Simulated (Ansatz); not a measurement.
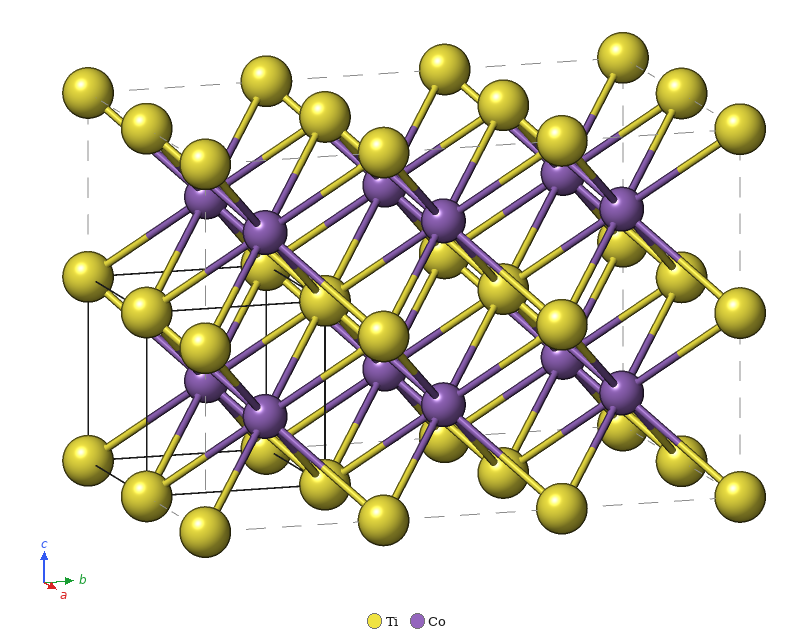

Ball-and-stick drawing of the structure, looking slightly off an axis. The picture spans 2×3×2 cells, one conventional unit cell being drawn with solid lines. Cell: a = 3.015 Å, b = 3.015 Å, c = 3.015 Å, α = 90.00°, β = 90.00°, γ = 90.00°.

- Its composition is TiCo.
- Its lattice is primitive cubic, its space group Pm-3m (No. 221).
- Its structure type: caesium chloride (CsCl, B2) type.
- Cell content 1 Ti, 1 Co; Z = 1.
- Ti sits among eight Co in a cubic arrangement at about 2.6 Å. About every Co there are eight Ti in a cubic arrangement at about 2.6 Å. Not all metal-metal contacts are counted.
- The bonds build a three-dimensional framework.

The cell started as a structure listed in the Materials Project. The cell was then strained or its atoms displaced on purpose. A calculation with Ansatz used it as input.

At this level of theory the cell isn't at rest (stretched, at -5 GPa), so its distances can differ from those at equilibrium, the more so the softer the solid.
